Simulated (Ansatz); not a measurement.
Run report: CdTe, geometry relaxation

System: CdTe (F-43m, 2 atoms in the cell).
Method: DFT PBE, scalar-relativistic, plane waves, PAW, no spin polarisation (Ansatz 0.2.0).

The structure derives from a Materials Project entry.

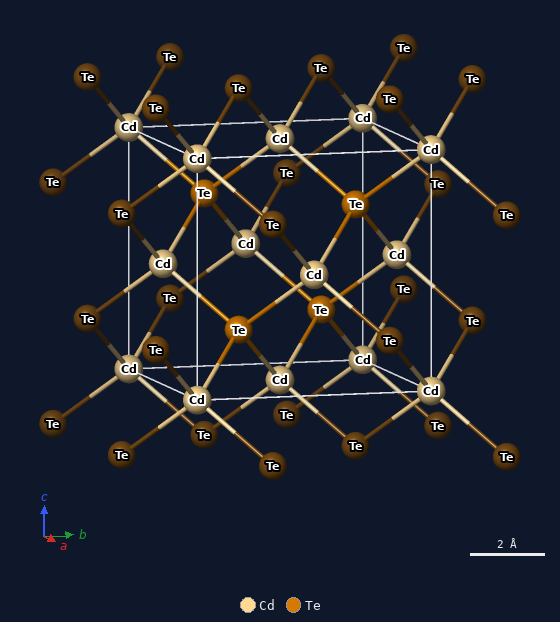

Figure 1. The structure as given in the input (ball-and-stick view of the cell 4 times as large as that of the calculation, set on its symmetry axes, seen slightly off an axis; neighbours outside the cell are drawn fainter). Near neighbours in the crystal (not all of them lie inside the picture): Cd has 4 Te at 2.87 Å; Te has 4 Cd at 2.87 Å.

Results in brief:

| quantity | value |
| --- | --- |
| outcome | converged |
| space group (tolerance 0.01 Å) | F-43m (216) |
| electrons treated | 36 |
| free energy | −15235.3387 eV |
| Fermi energy | 6.883 eV |
| gap on the k-point mesh | 0.58 eV |
| pressure | −0.03 GPa |
| final volume | 72.53 Å³ |
| largest force (length of the vector) at the end | under 0.001 eV/Å |
| final cell | a = 4.681 Å, b = 4.681 Å, c = 4.681 Å, α = 60.00°, β = 60.00°, γ = 60.00° |
| hardware | 8 threads of Arm Neoverse V2, 24 GiB of memory available, shared host |
| wall time | 1.6 s (CPU time 10 s) |
| peak memory | 0.48 GiB |

The input:
```yaml
crystal:
  lattice:
    - [0.0, 3.310020242, 3.310020242]
    - [3.310020242, 0.0, 3.310020242]
    - [3.310020242, 3.310020242, 0.0]
  atoms:
    - { symbol: Cd, position: [0.0, 0.0, 0.0] }
    - { symbol: Te, position: [0.25, 0.25, 0.25] }
basis:
  ecutwfc: 420
kpoints:
  mp_grid: { grid: [8, 8, 8] }
hamiltonian:
  xc: pbe
scf:
  occupations: { method: gaussian, width: 0.02 }
output:
  forces: true
  stress: true
  eigenvalues: true
  write_density: true
  write_potential: true
  elf: true
  volumetric_format: npy
relax:
  adjacent_minimum: "off"
  f_tol: 0.005
  max_steps: 80
  cell: { stress_tol: 0.05 }
```

Command:
```bash
ansatz run input.yaml --threads 8 --pin off --max-ram 16384MiB --backend cpu --events-out ev --progress --plain --runs-dir out
```

Log:
```
Engine: ansatz 0.2.0, aarch64-unknown-linux-gnu
Pseudopotentials: kind: paw
Pseudopotential: Cd, paw, valence charge 20, recommended cutoff 420 eV (normal), Cd.paw.azcp
Pseudopotential: Te, paw, valence charge 16, recommended cutoff 420 eV (normal), Te.paw.azcp
Functional definition: PBE
  parameter kappa = 0.804
  parameter beta = 0.06672455060314922
  exchange = pbe_x(kappa = kappa, mu = beta*pi^2/3)
  correlation = pbe_c(beta = beta)
Crystal: 2 atoms, lattice volume = 72.531 Å³
Basis set: ecut = 420 eV, 1411 PW (Γ), exchange–correlation on 64×64×64 points (8 copies of the dense FFT grid, shifted against one another)
Bands: 22, of which v1, the nominal top of the filled ones, is band 18 counted from 1 (17 counted from 0)
Symmetry: 24 space group operations
Space group: F-43m (ITA 216), of the structure as read, at distance tolerance 4.2e-5 Å
k-points: 29 of 512 (time reversal used)
Non-local potential: Cd, projectors of the file, l = 0: 3, l = 1: 2, l = 2: 2, l = 3: 1
Non-local potential: Te, projectors of the file, l = 0: 2, l = 1: 2, l = 2: 2, l = 3: 2
PAW form: soft (Blöchl's): semilocal exchange-correlation on the pseudo side does not see the compensation charge
PAW one-centre angular grid: Cd, 590 points (default); XC on 64 Gauss nodes
PAW one-centre angular grid: Te, 590 points (default); XC on 64 Gauss nodes
Initial density: superposition of atomic densities (neutral atoms: chi_scale 0, normalization atom), corrected by the library's trained network
Initial wavefunctions: pseudopotential atomic-orbital guess
Functional: x = pbe(κ = 0.804, μ = 0.2195149727645171), c = pbe(β = 0.06672455060314922)
SCF iter   1: F=—  HF=-15235.339412 eV  |F-HF|=—  |Δ(HF+E_count)|=         —  Δρ=1.47e-3  dr2=4.02e-3  ethr=1.77e-3  ⟨swp⟩=6.3  Hψ=3045  notcnv=0
preconditioner: auto → none  [insulator: Δε(μ)=0.557 eV  Ē_g=11.163 eV  σ=0.020 eV  W_gap=1.00  n_scr=14 (ndim 8)  ℏωp=18.5 eV  f_vac=0.207  D(μ)=0.00/eV (n_scr^D=0)  ε∞_Penn≈3.7]
SCF iter   2: F=—  HF=-15235.338565 eV  |F-HF|=—  |Δ(HF+E_count)|=   8.47e-4  Δρ=5.43e-4  dr2=2.21e-4  ethr=1.12e-5  ⟨swp⟩=2.8  Hψ=1286  notcnv=0
SCF iter   3: F=—  HF=-15235.338633 eV  |F-HF|=—  |Δ(HF+E_count)|=   6.80e-5  Δρ=1.96e-4  dr2=2.97e-5  ethr=6.13e-7  ⟨swp⟩=3.0  Hψ=1220  notcnv=0
SCF iter   4: F=—  HF=-15235.338666 eV  |F-HF|=—  |Δ(HF+E_count)|=   3.30e-5  Δρ=8.81e-5  dr2=8.13e-6  ethr=8.24e-8  ⟨swp⟩=2.4  Hψ=1017  notcnv=0
SCF iter   5: F=—  HF=-15235.338682 eV  |F-HF|=—  |Δ(HF+E_count)|=   1.54e-5  Δρ=2.47e-5  dr2=5.35e-7  ethr=2.26e-8  ⟨swp⟩=2.0  Hψ=899  notcnv=0
SCF iter   6: F=-15235.338684 eV  HF=-15235.338684 eV  |F-HF|=4.42e-8  |Δ(HF+E_count)|=   2.21e-6  Δρ=3.22e-6  dr2=9.37e-9  ethr=2.78e-10  ⟨swp⟩=11.8  Hψ=4556  notcnv=0
SCF 1 converged in 6 iterations: F = -15235.338684 eV  dr2 = 9.37e-9
  greatest PAW one-centre occupation: 1.000 electrons in one spin orbital (limit 2), on the Cd atom at site 0 (counted from 0), in its partial waves of l = 0
relax step   1: F+E_penalty+E_count = -15235.33868415 eV  Δ(F+E_penalty+E_count) = +0.000e0 eV  max|allowed force component| = 8.327e-17 eV/Å  Δτ_max = 0.0000 Å  P = -0.028 GPa  Ω = 72.531 Å³  (6 SCF iters, dr2 threshold 1.00e-7 eV, accepted)
Initial density: handed on by an earlier stage of this run
Initial wavefunctions: pseudopotential atomic-orbital guess (no wavefunctions were taken with the density)
iter 1 solved again at ethr=9.34e-8 eV; its pass at ethr=3.10e-3 eV (dr2=3.36e-5 eV) is discarded
SCF iter   1: F=—  HF=-15235.338680 eV  |F-HF|=—  |Δ(HF+E_count)|=         —  Δρ=3.13e-6  dr2=9.05e-9  ethr=9.34e-8  ⟨swp⟩=4.0  Hψ=4791  notcnv=0
eigensolver tolerance schedule: the retry pair's looser diagonalisation over-reported the residual by 3713.92 of it (diagonalisation noise at 0.13 of the residual, at the tolerance the schedule requests for it); recorded, not acted on — ethr = c·dr2/N_el stays at c = 1.0e-1
preconditioner: auto → none  [insulator: Δε(μ)=0.583 eV  Ē_g=11.149 eV  σ=0.020 eV  W_gap=1.00  n_scr=14 (ndim 8)  ℏωp=18.5 eV  f_vac=0.206  D(μ)=0.00/eV (n_scr^D=0)  ε∞_Penn≈3.8]
SCF iter   2: F=—  HF=-15235.338684 eV  |F-HF|=—  |Δ(HF+E_count)|=   4.36e-6  Δρ=1.80e-6  dr2=2.70e-9  ethr=2.51e-11  ⟨swp⟩=3.2  Hψ=1363  notcnv=0
SCF iter   3: F=—  HF=-15235.338684 eV  |F-HF|=—  |Δ(HF+E_count)|=   1.85e-8  Δρ=1.07e-6  dr2=8.05e-10  ethr=7.51e-12  ⟨swp⟩=3.0  Hψ=1351  notcnv=0
SCF iter   4: F=—  HF=-15235.338684 eV  |F-HF|=—  |Δ(HF+E_count)|=  1.87e-10  Δρ=2.13e-7  dr2=2.33e-11  ethr=2.24e-12  ⟨swp⟩=2.0  Hψ=870  notcnv=0
SCF iter   5: F=-15235.338684 eV  HF=-15235.338684 eV  |F-HF|=3.64e-12  |Δ(HF+E_count)|=  2.73e-11  Δρ=8.54e-8  dr2=3.79e-12  ethr=1.00e-12  ⟨swp⟩=6.3  Hψ=2908  notcnv=0
SCF 2 converged in 5 iterations: F = -15235.338684 eV  dr2 = 3.79e-12
relax step   2: F+E_penalty+E_count = -15235.33868416 eV  Δ(F+E_penalty+E_count) = -9.279e-9 eV  max|allowed force component| = 8.211e-17 eV/Å  Δτ_max = 0.0000 Å  P = -0.028 GPa  Ω = 72.531 Å³  stress off target by 2.77e-2 GPa  SCF on the basis re-selected at this cell (its energy is not comparable with the rows above)  (5 SCF iters)
```

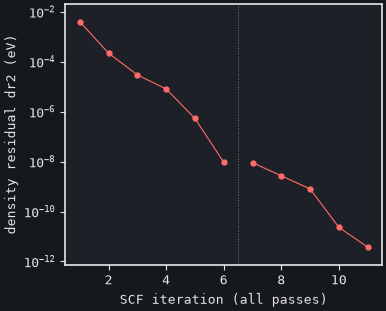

Figure 2. Convergence of the self-consistent field: density residual dr2 against the SCF iteration. The dotted lines part the SCF passes of the relaxation: geometry steps, rejected trials and re-solves on a re-selected basis. The passes take 6 and 5 iterations.

```
basis re-selected at this cell: Δ(F+E_penalty+E_count) = -9.279e-9 eV, ΔP = +0.000 GPa vs the last step (what re-selecting the basis moved, of the pressure what is left beyond the Pulay correction that the steps carried, after the strain that the cell walked since its last selection, with what the two solves' SCF thresholds leave and, on support functions, any second-order correction that the steps lacked; it is no measure of the basis error at this ecutwfc). This SCF's stress stands 2.77e-2 GPa from its target on what of the cell is left free (relax.cell.stress_tol is 5.00e-2 GPa) and its largest allowed force component is 8.21e-17 eV/Å (relax.f_tol is 5.00e-3 eV/Å): within both
SCF converged after 5 iterations
Free energy (F): -15235.338684 eV
Harris-Foulkes:  -15235.338684 eV  (|F-HF|=3.64e-12)
Internal energy: -15235.338684 eV  (E = F + TS)
E sigma→0 (E₀):  -15235.338684 eV
Fermi energy:    6.882987 eV
--- Per-component energies (eV) ---
  E_band       = -815.457625
  E_kinetic    = 684.537923
  E_local      = -5557.363548  (includes V_loc(G=0)·N_el)
  E_nonlocal   = -276.744073
  E_hartree    = 2789.993539
  E_xc         = -300.451025
  E_vxc        = -324.975107  (∫ρ·V_xc dr)
  E_paw        = -8746.042101  (= ΣΔE_a)
  E_vpaw       = -920.899822  (= ΣTr[D̂ρ^β])
  E_aug_tail   = -0.000161  (compensation charges beyond the density's cutoff)
  E_ewald      = -3829.269238
  E_smearing   = -0.000000  (= −TS)
  E_closure    = -0.000000  (closes the sum)
  Σ components = -15235.338684   (vs F -15235.338684, Δ=0.00e0)
--- Forces (eV/Å), atoms counted from 1 ---
  atom   1  Cd     0.00000000     0.00000000    -0.00000000
  atom   2  Te    -0.00000000     0.00000000     0.00000000
  max |Σ_I F_I| component: 1.32e-16 eV/Å
--- Stress (GPa, compression-positive) ---
       -0.027693      -0.000000      -0.000000
       -0.000000      -0.027693       0.000000
       -0.000000       0.000000      -0.027693
  P = ⅓ Tr σ = -0.0277 GPa (-0.277 kbar)
--- Band table (eV; the first three rows and the last of 29) ---
  k-point 0: bands = ["-95.3852", "-56.4473", "-56.4473", "-56.4473", "-29.2976", "-29.2976", "-29.2976", "-29.2917", "-29.2917", "-4.2385", "-1.4883", "-1.4883", "-1.4883", "-1.2717", "-1.2717", "6.5912", "6.5912", "6.5912", "7.1741", "11.2450", "11.2450", "11.2450"]
  k-point 1: bands = ["-95.3852", "-56.4473", "-56.4473", "-56.4473", "-29.2977", "-29.2976", "-29.2976", "-29.2917", "-29.2917", "-4.1883", "-1.4792", "-1.4792", "-1.4459", "-1.2723", "-1.2723", "5.4114", "6.4717", "6.4717", "8.0706", "11.1923", "11.4382", "11.4382"]
  k-point 2: bands = ["-95.3852", "-56.4473", "-56.4473", "-56.4473", "-29.2977", "-29.2975", "-29.2975", "-29.2917", "-29.2917", "-4.0671", "-1.4587", "-1.4587", "-1.3088", "-1.2717", "-1.2717", "4.0333", "6.2155", "6.2155", "8.4717", "11.7571", "11.7571", "11.8380"]
  k-point 28: bands = ["-95.3852", "-56.4474", "-56.4474", "-56.4473", "-29.2977", "-29.2976", "-29.2972", "-29.2917", "-29.2915", "-3.7962", "-1.3873", "-1.3799", "-1.2952", "-1.2701", "-0.7875", "2.7066", "4.5156", "4.6548", "10.6218", "11.2942", "12.0794", "12.9333"]
--- Relaxed structure (1 steps of the walk, 1 accepted, 1 SCFs on fresh bases) ---
  F+E_penalty+E_count = -15235.33868416 eV   max|allowed force component| = 8.211e-17 eV/Å   (the final SCF, on the basis selected at the relaxed cell)
  cell:  # Å, volume = 72.5307 Å³
    - [0.0, 3.310020242, 3.310020242]
    - [3.310020242, 0.0, 3.310020242]
    - [3.310020242, 3.310020242, 0.0]
  atoms:
    - { symbol: Cd, position: [0.0, 0.0, 0.0] }
    - { symbol: Te, position: [0.24999999999999997, 0.24999999999999997, 0.24999999999999997] }
```

Trajectory as extended XYZ (Å, eV, eV/Å), 2 frames, from step=1 to step=2:
```
2
Lattice="0.0000 3.3100 3.3100 3.3100 0.0000 3.3100 3.3100 3.3100 0.0000" Properties=species:S:1:pos:R:3:forces:R:3 step=1 energy=-15235.33868 pressure_GPa=-0.03
Cd    0.0000    0.0000    0.0000    0.0000   0.0000   0.0000
Te    1.6550    1.6550    1.6550    0.0000   0.0000   0.0000
2
Lattice="0.0000 3.3100 3.3100 3.3100 0.0000 3.3100 3.3100 3.3100 0.0000" Properties=species:S:1:pos:R:3:forces:R:3 step=2 energy=-15235.33868 pressure_GPa=-0.03
Cd    0.0000    0.0000    0.0000    0.0000   0.0000   0.0000
Te    1.6550    1.6550    1.6550    0.0000   0.0000   0.0000
```

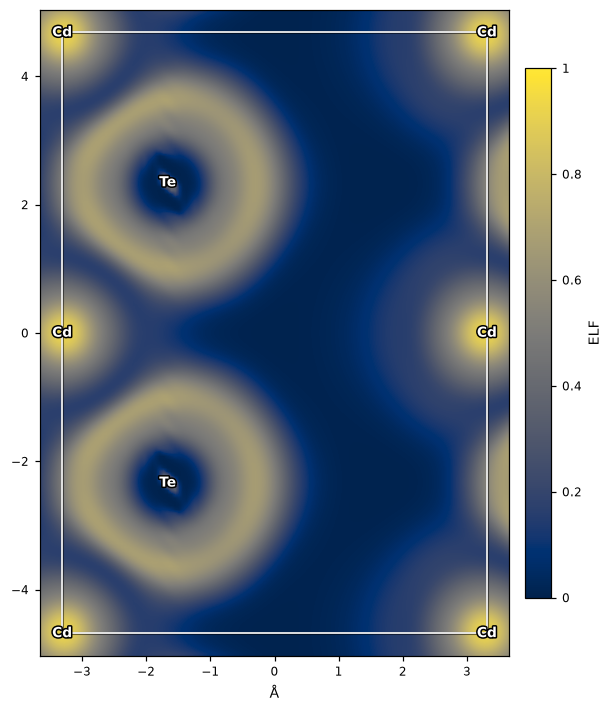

Figure 3. Electron localisation function on the (011) plane of the conventional cell. Cd–Te (2.87 Å): the ELF peaks at about 0.70 in the valence shell of Te, 1.2 Å from its nucleus, and drops to about 0.15 between the two atoms. The strong features right at Cd lie inside the PAW spheres (semicore, d or f shells) and say nothing about bonding. The fields are those of the smooth PAW valence density.

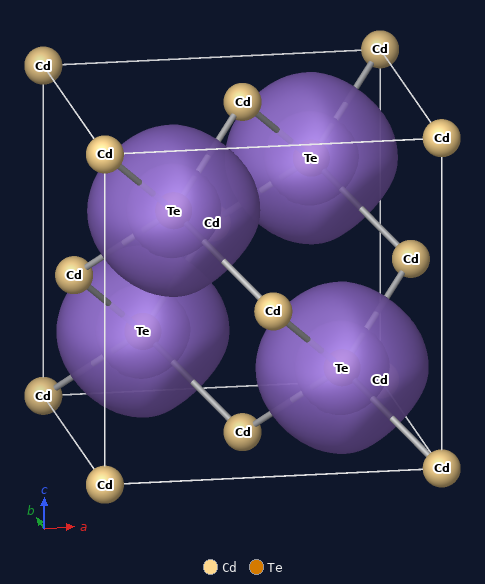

Figure 4. Isosurface of the ELF at 0.5 (purple), seen slightly off an axis. Only the valence region is drawn (cores and ρ < 0.01 e/Å³ removed). Sticks mark near contacts. The outline is the cell set on symmetry axes. Along the contacts the grid gives the following. Cd–Te (2.87 Å): the ELF peaks at about 0.70 in the valence shell of Te, 1.2 Å from its nucleus, and drops to about 0.15 between the two atoms.

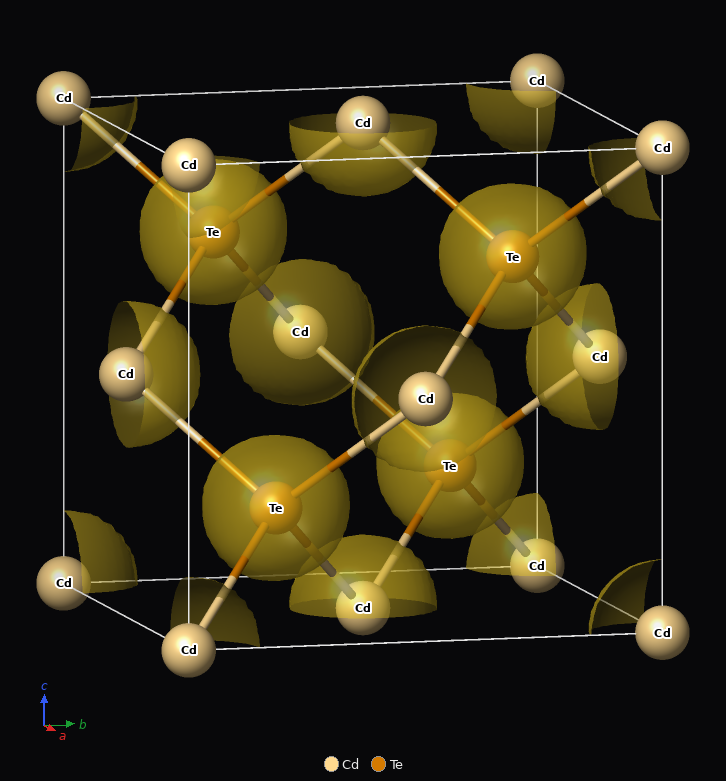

Figure 5. Isosurface of the valence charge density (pseudo) at 0.6 e/Å³ (yellow), seen slightly off an axis. Sticks mark near contacts. The outline is the cell set on symmetry axes. At this value the density breaks into separate islands; it holds about 80 % of the electrons treated as valence (semicore included). It is pinched off along the Cd–Te (2.87 Å) contacts. On the grid the lowest density along these lines, outside the cores, is 0.31 e/Å³ (Cd–Te, 2.87 Å).
